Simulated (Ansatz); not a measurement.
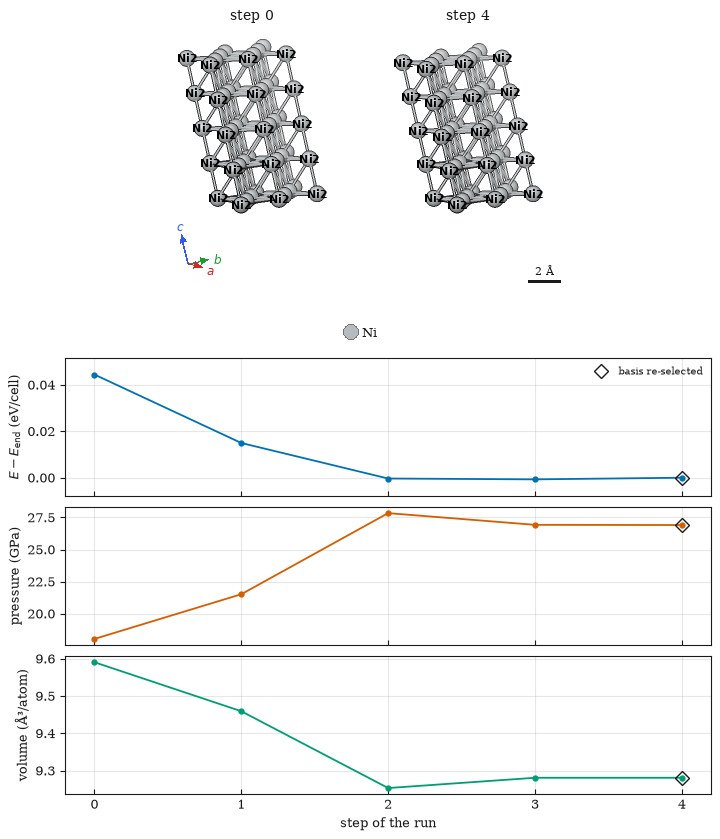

First and last geometry of a relaxation of crystalline Ni (set up in R-3m), with the history of the run. A ball-and-stick model of the cell of the calculation, repeated 1 × 2 × 4 with one cell outlined, seen slightly off an axis.

Case: film's bulk on the substrate's plane, third vector and atoms relaxed.

These are results of DFT LDA, scalar-relativistic, plane waves, PAW in Ansatz, not measurements.

Input file:
```yaml
crystal:
  lattice:
    - [3.9621891213, 0.0, 0.0]
    - [-1.9810945606, 3.4313564336, 0.0]
    - [-1.3207297071, 0.0, 2.1162403819]
  atoms:
    - { symbol: Ni, position: [0.3333333333, 0.6666666667, 0.0], spin: 0.7 }
    - { symbol: Ni, position: [0.0, 0.0, 0.0], spin: 0.7 }
    - { symbol: Ni, position: [0.6666666667, 0.3333333333, 0.0], spin: 0.7 }
basis:
  ecutwfc: 420
kpoints:
  mp_grid: { grid: [9, 9, 16] }
hamiltonian:
  xc: lda
scf:
  occupations: { method: gaussian, width: 0.1 }
output:
  forces: true
  stress: true
  eigenvalues: true
  populations: true
magnetization:
  spin_polarized: true
relax:
  adjacent_minimum: "off"
  f_tol: 0.01
  max_steps: 50
  cell: { fix: [a, b, gamma], stress_tol: 0.1 }
```

Launched with:
```bash
ansatz run input.yaml --threads 4 --pin off --max-ram 8192MiB --backend cpu --events-out ev --progress --plain --runs-dir out
```

### Did the run converge, and what did it change?

It converged. The atoms keep their places relative to the cell (all moves are under 0.005 Å). Cell: a = b unchanged at 3.962 Å, c 2.495 → 2.436 Å (−2.3 %), α 74.6° → 74.3°, β 122.0° → 122.8°. Volume −3.2 %. Among the contacts that change: Ni1–Ni1 2.495 → 2.436 Å. The space group stays R-3m (No. 166). Over 3 accepted moves (4 points after the start) the energy falls by 44.5 meV per cell of the calculation. All forces vanish by symmetry, so only the cell relaxes. Pressure: 18.03 GPa at the start and 26.91 GPa at the end. The SCF was repeated once at an unchanged geometry on a basis and grid sized afresh for the cell, which shifted the energy by 0.7 meV per cell of the calculation at most.
